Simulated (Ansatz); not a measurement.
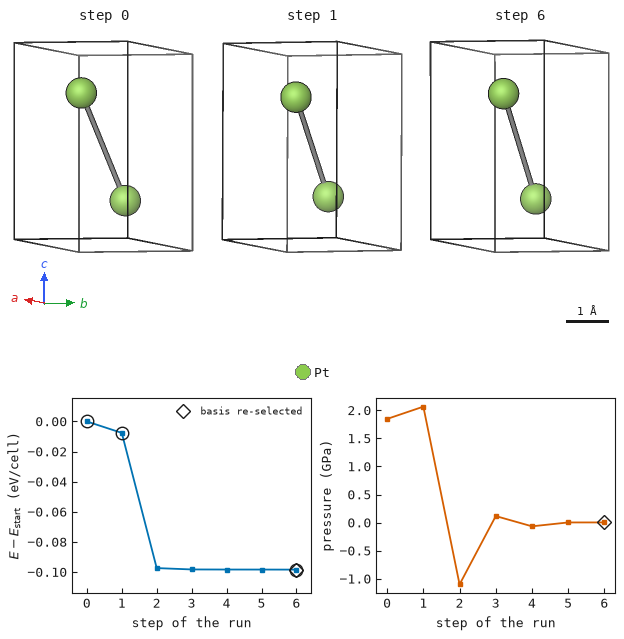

Frames of a relaxation of a crystal of Pt (set up in P-1), marked on the history of the run. A ball-and-stick model of the cell of the calculation, seen from a free direction.

Case: all atoms moved at random, sigma 0.25 Å for each component; relaxed back.

Theory: DFT r2SCAN, scalar-relativistic, plane waves, PAW in Ansatz 0.2.0. Set-up: plane-wave cutoff 500 eV; k-point mesh 12 × 12 × 8; occupations gaussian; smearing width 0.15 eV; no spin polarisation; cell and atoms relaxed; force threshold 0.01 eV/Å; at most 80 steps.

Q: What happens along the run?

A: The largest moves relative to the cell, 0.16 Å, are those of Pt atoms. The volume changes by +0.4 %, with a 2.733 → 2.711 Å (−0.8 %), b 2.733 → 2.742 Å (+0.3 %), c 4.765 → 4.791 Å (+0.5 %), γ 120.0° → 119.6°. Among the contacts that change: Pt–Pt 2.860 → 2.752 Å, Pt–Pt 2.669 → 2.752 Å, Pt–Pt 2.825 → 2.752 Å, Pt–Pt 2.706 → 2.752 Å. Within 0.06 Å the space group is P-1 at the start and I4/mmm at the end; at a tighter tolerance small leftover displacements or strains of the cell lower it. Over 5 accepted moves (6 points after the start) the energy falls by 98.4 meV per cell of the calculation. Largest force component: 1.1 eV/Å at the start, 0.00026 eV/Å at the end. The pressure goes from 1.85 to 0.00 GPa. The SCF was repeated once at an unchanged geometry on a basis and grid sized afresh for the cell, which shifted the energy by less than 0.05 meV per cell of the calculation at most. Cost: 3.8 min on 1 thread of Intel(R) Xeon(R) Platinum 8375C CPU @ 2.90GHz (Ice Lake), with other jobs on the host, peak memory 0.77 GiB. From step 0 to 1: Pt atoms move most (0.18 Å), volume +0.4 %, energy −7.6 meV per cell of the calculation. From step 1 to 6: Pt atoms move most (0.06 Å), energy −90.8 meV per cell of the calculation.

| step | E − E(0), meV/atom | largest force component, eV/Å | pressure, GPa | volume, Å³/atom | note |
| --- | --- | --- | --- | --- | --- |
| 0 | 0.00 | 1.0607 | 1.85 | 15.412 |  |
| 1 | -3.80 | 1.5090 | 2.07 | 15.469 |  |
| 2 | -48.67 | 0.0104 | -1.10 | 15.548 |  |
| 3 | -49.13 | 0.0044 | 0.12 | 15.472 |  |
| 4 | -49.16 | 0.0002 | -0.07 | 15.479 |  |
| 5 | -49.16 | 0.0003 | 0.00 | 15.476 |  |
| 6 | -49.18 | 0.0003 | 0.00 | 15.476 | same geometry, new basis |
